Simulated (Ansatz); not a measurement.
System: BN, space group F-43m (No. 216).

Structure:
```
CELL_PARAMETERS angstrom
0.00000 1.81300 1.81300
1.81300 0.00000 1.81300
1.81300 1.81300 0.00000
ATOMIC_POSITIONS crystal
N 0.25000 0.25000 0.25000
B 0.00000 0.00000 0.00000
```

Calculation (Ansatz 0.2.0): plane-wave DFT, collinear spins; energies at scaled volumes of the given cell, shape and fractions fixed, counted from the fit's minimum, third-order Birch-Murnaghan fit. Level: BPBE with D3(BJ)+ATM, collinear spin.

```csv
setting,value
k mesh,13×13×13
occupations,tetrahedron
potentials,SPMS NC
wave cutoff,1034 eV
density cutoff,4136 eV
```

What does the calculation give for the energy and pressure against volume? The volume takes the values 5.6017, 5.7209, 5.8401, 5.9593, 6.0785, 6.1977, 6.3168 Å³/atom.

A third-order Birch–Murnaghan fit gives V0 = 5.78 Å³/atom, B0 = 390 GPa and B′ = 3.6. The energy is 7.33 meV/atom at volume 5.6017 Å³/atom and 52.05 meV/atom at 6.3168 Å³/atom; the lowest computed point is at volume 5.8401 Å³/atom (0.66 meV/atom). The pressure falls from 13.21 GPa at volume 5.6017 Å³/atom to −29.22 GPa at 6.3168 Å³/atom, and changes sign near 5.79 Å³/atom.

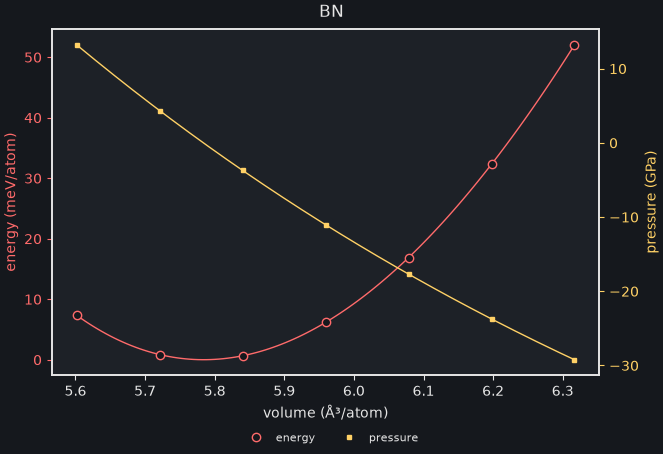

Keep in mind: the functional was run on potentials made for another functional.
